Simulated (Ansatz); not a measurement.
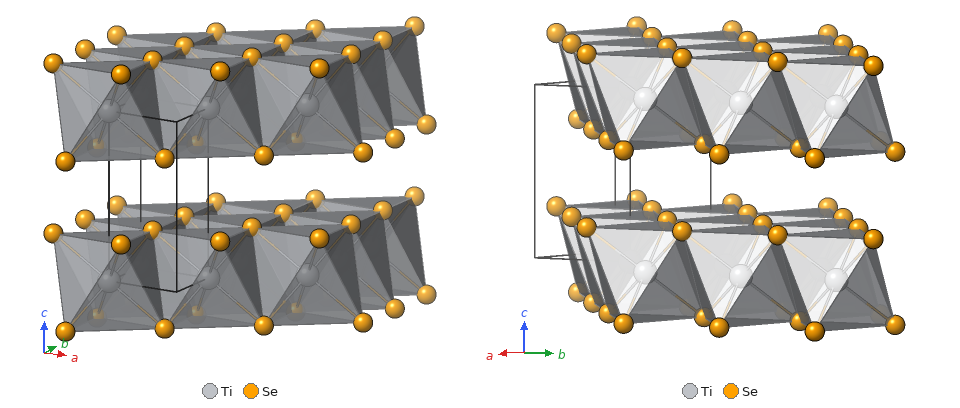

Polyhedra are drawn about Ti (bonds: Se–Ti below 2.9 Å); other atoms are plain spheres. Two views of the same piece.

TiSe2 (space group P-3m1, No. 164). Coordinates: the geometry relaxed with Ansatz 0.2.0, DFT, PBE-D3(BJ), plane waves, PAW; the starting structure was generated, so it need not be a known form of this composition.

Sharing among the drawn polyhedra:

| site | polyhedron | corner-sharing neighbours | edge-sharing | face-sharing | bond (Å) |
| --- | --- | --- | --- | --- | --- |
| Ti | TiSe6 octahedron | 0 | 6 | 0 | 2.54 |

They form layers of edge-sharing octahedra parallel to (001).
